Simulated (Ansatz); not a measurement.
System: HfO₂, space group P2_1/c (No. 14).

Starting cell:
```
Hf O
1.0
     5.16125    0.00000   -0.01582
     0.00000    5.21172    0.00000
    -0.88204    0.00000    5.27923
Hf O
4 8
Direct
  0.27574 0.04289 0.20837
  0.72426 0.54289 0.29163
  0.72426 0.95711 0.79163
  0.27574 0.45711 0.70837
  0.44917 0.75720 0.47662
  0.55083 0.25720 0.02338
  0.55083 0.24280 0.52338
  0.44917 0.74280 0.97662
  0.06711 0.32857 0.34850
  0.93289 0.82857 0.15150
  0.93289 0.67143 0.65150
  0.06711 0.17143 0.84850
```

Calculation (Ansatz 0.2.0): infrared-active and silent optical phonons at the zone centre of an insulator with atoms at rest in the given cell, intensity summed over the level, zero macroscopic field, imaginary frequencies are negative, field response on a mesh refined by the program; PAW. Level: PBE, no spin polarisation.

| setting | value |
| --- | --- |
| wave cutoff | 420 eV |
| k mesh | 6×6×6 |
| occupations | fixed |
| pressure | 0 GPa |

What does the calculation give for the infrared spectrum of the zone-centre phonons?

The strongest infrared line is at 296.9 cm⁻¹, followed by 359.4 (52 % of it), 388.6 (48 % of it) and 317.4 (45 % of it).

```csv
frequency (cm⁻¹),infrared ((D/Å)²/amu)
107.4,0
121.2,0
122.3,0.07
122.6,0
140.8,0
157.2,0
172.5,2
211.2,18.1
231.9,0
234.4,1.11
242.6,0
246.1,18.5
296.9,68.6
297.9,0
313.5,28.8
317.4,31.2
322.2,0
357.7,0
359.4,36
374.3,0
388.6,32.9
472.5,0
482.9,12.2
483.9,21.8
492.0,0
521.9,0
542.3,0
569.8,11.7
598.5,0
624.4,0.013
633.1,0
699.6,13.7
739.8,0
```

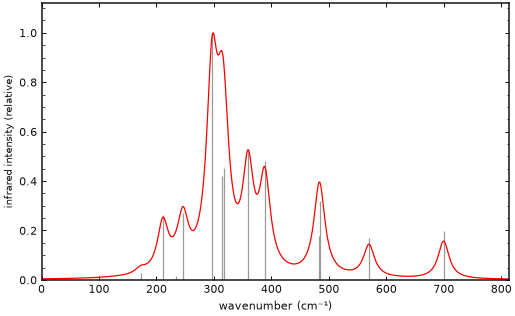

Lines are broadened by Lorentzians of 23 cm⁻¹ full width; the spectrum is scaled to its strongest line. These are zero-field (TO) frequencies; inactive modes don't show.
